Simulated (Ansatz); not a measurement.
W$_{13}$S$_{25}$ (cell charge −1, with a compensating background) (cell with a defect)

The calculation's input:

```
crystal:
  lattice:
    - [-4.781620989, -4.601116942, 7.4744493696]
    - [6.375494652, -1.8404467768, 7.4744493696]
    - [-1.593873663, 6.4415637188, 7.4744493696]
  atoms:
    - { symbol: W, position: [0.6933777104, 0.0778702274, 0.2320858512] }
    - { symbol: W, position: [0.0012963987, 0.0030705687, 0.0001764345] }
    - { symbol: W, position: [0.461870974, 0.3857829086, 0.1549601138] }
    - { symbol: W, position: [0.9256000841, 0.7666308748, 0.3087188623] }
    - { symbol: W, position: [0.3827266986, 0.156727694, 0.4614367142] }
    - { symbol: W, position: [0.852361601, 0.5268955895, 0.6170832116], spin: 1.0 }
    - { symbol: W, position: [0.7695924674, 0.3083819836, 0.9224729365] }
    - { symbol: W, position: [0.2322101153, 0.6937313546, 0.078317909] }
    - { symbol: W, position: [0.149478332, 0.4576782728, 0.3817477485], spin: 1.0 }
    - { symbol: W, position: [0.6181954275, 0.846078022, 0.5400634167] }
    - { symbol: W, position: [0.067178336, 0.240033162, 0.68916404], spin: 1.0 }
    - { symbol: W, position: [0.5417611155, 0.6174102157, 0.8464140854] }
    - { symbol: W, position: [0.3081060136, 0.9273183015, 0.7702403482] }
    - { symbol: S, position: [0.3952009175, 0.4062919204, 0.4073467516] }
    - { symbol: S, position: [0.87180035, 0.7771983855, 0.5600273898] }
    - { symbol: S, position: [0.3174226789, 0.1833771739, 0.7087551608] }
    - { symbol: S, position: [0.7966286193, 0.5542018111, 0.8618324117] }
    - { symbol: S, position: [0.2504134284, 0.944376614, 0.0205743567] }
    - { symbol: S, position: [0.1721084742, 0.7040729213, 0.3334087265] }
    - { symbol: S, position: [0.6336458803, 0.0970954966, 0.4816229253] }
    - { symbol: S, position: [0.5591442212, 0.8681554843, 0.7883444598] }
    - { symbol: S, position: [0.0184669563, 0.2573502087, 0.9365970417] }
    - { symbol: S, position: [0.4824711867, 0.6349972031, 0.0968682679] }
    - { symbol: S, position: [0.9430571606, 0.0179631362, 0.2513318382] }
    - { symbol: S, position: [0.7117594028, 0.3275311191, 0.1729945361] }
    - { symbol: S, position: [0.9532888363, 0.3373000429, 0.4888319569] }
    - { symbol: S, position: [0.2647056172, 0.2621038365, 0.2605725713] }
    - { symbol: S, position: [0.7266230473, 0.6458512996, 0.419936798] }
    - { symbol: S, position: [0.184182384, 0.0356661673, 0.5730932989] }
    - { symbol: S, position: [0.6474970059, 0.4192148861, 0.7237857429] }
    - { symbol: S, position: [0.1119338095, 0.8047428587, 0.8794749909] }
    - { symbol: S, position: [0.033425152, 0.5721605569, 0.1824223046] }
    - { symbol: S, position: [0.4955517367, 0.9558386717, 0.3426326067] }
    - { symbol: S, position: [0.4186140224, 0.7282033472, 0.6497915027] }
    - { symbol: S, position: [0.8795960296, 0.1091613005, 0.8012686843] }
    - { symbol: S, position: [0.3427533058, 0.4970876513, 0.9555208126] }
    - { symbol: S, position: [0.8038687222, 0.8798947074, 0.1103614709] }
    - { symbol: S, position: [0.5711990438, 0.187118899, 0.0341466035] }
  host:
    lattice:
      - [1.593873663, 0.9202233884, 7.4744493696]
      - [-1.593873663, 0.9202233884, 7.4744493696]
      - [0.0, -1.8404467768, 7.4744493696]
    atoms:
      - { symbol: W, position: [0.0006774491, 0.0006774491, 0.0006774491] }
      - { symbol: S, position: [0.4040742703, 0.4040742703, 0.4040742703] }
      - { symbol: S, position: [0.2639482806, 0.2639482806, 0.2639482806] }
total_charge: -1
basis:
  ecutwfc: 420
  xc_grid: 2
kpoints:
  mp_grid: { grid: [2, 2, 2], shift: [0.5, 0.5, 0.5] }
hamiltonian:
  xc: pbe
scf:
  occupations: { method: gaussian, width: 0.01 }
output:
  forces: true
  stress: false
  eigenvalues: true
  populations: true
  charged_corrections:
    defect_position: [0.09638196, 0.48099735, 0.6348435]
    epsilon: [[11.5894, 0.0, 0.0], [0.0, 11.5894, 0.0], [0.0, 0.0, 3.2073]]
  write_density: true
  write_potential: true
  elf: true
  volumetric_format: npy
magnetization:
  spin_polarized: true
relax:
  adjacent_minimum: "off"
  f_tol: 0.025
  max_steps: 45
```

Launched as:

```sh
ansatz run input.yaml --threads 4 --pin off --max-ram 10240MiB --backend cpu --events-out ev --progress --plain --runs-dir out
```

Spin-polarised.

Method: DFT PBE, scalar-relativistic, plane waves, PAW (Ansatz 0.2.0).

In a PAW calculation such maps are meaningful between the atoms, not at the nuclei.

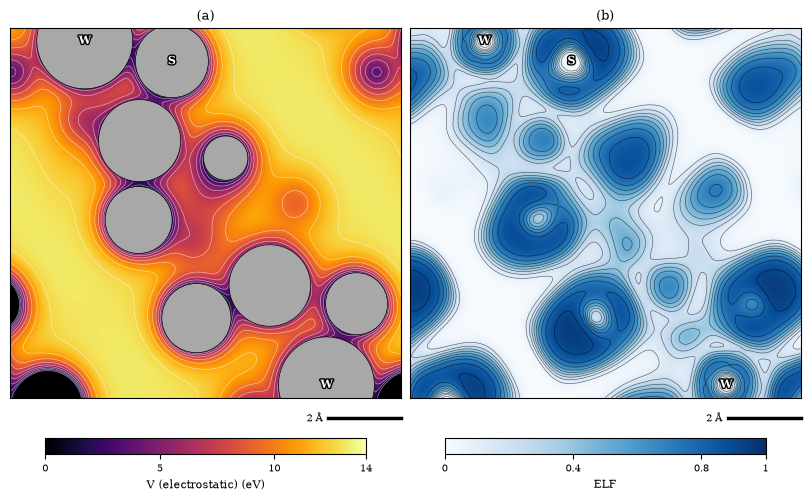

Figure 1. (a) electrostatic potential (local pseudopotential plus Hartree) felt by an electron; (b) electron localisation function on the (100) plane of the calculation cell. Grey discs cover the atomic cores in the potential map.

What does the map show?

Answer. The plane passes through W and S nuclei.
Atoms just off the plane (W, 0.7 Å away and S, 0.3 Å away) can leave unmarked features too.
W–S (2.45 Å): the ELF peaks at about 0.85 in the valence shell of S, 0.8 Å from its nucleus, and is about 0.50 at the midpoint.
The features right at W lie inside the PAW spheres, where the map follows smoothed inner orbitals and isn't to be read closely.
Outside the cores the potential energy rises away from the atoms and is highest about 2.3 Å from the nearest atoms; its zero is arbitrary.

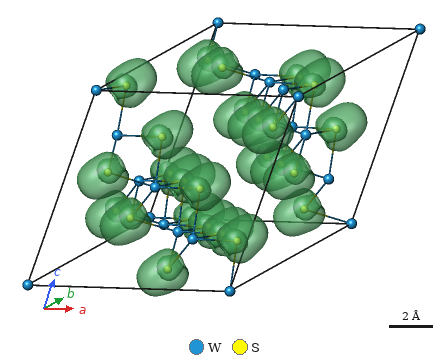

Figure 2. Isosurface of the electron localisation function at 0.75 (green), seen at an oblique angle. Core shells and regions of very low density are left out. Sticks mark near contacts.

Identify the bonds, lone pairs and shells in this picture.

Answer. The ELF exceeds this value in 25 regions wrapped around S (the valence shell of each), counted in one cell of 38 atoms. Regions shared between cells count once. Along the contacts the grid gives the following. W–S (2.39 Å): the ELF peaks at about 0.85 in the valence shell of S, 0.8 Å from its nucleus, and is about 0.50 at the midpoint. W–W (2.97 Å): the ELF is about 0.50 at the midpoint.

Does the calculation give a band gap?

Answer. It is gapped, with a Kohn–Sham gap of 0.26 eV on the k-point mesh (the band edges may lie off the mesh, which would make the gap smaller).
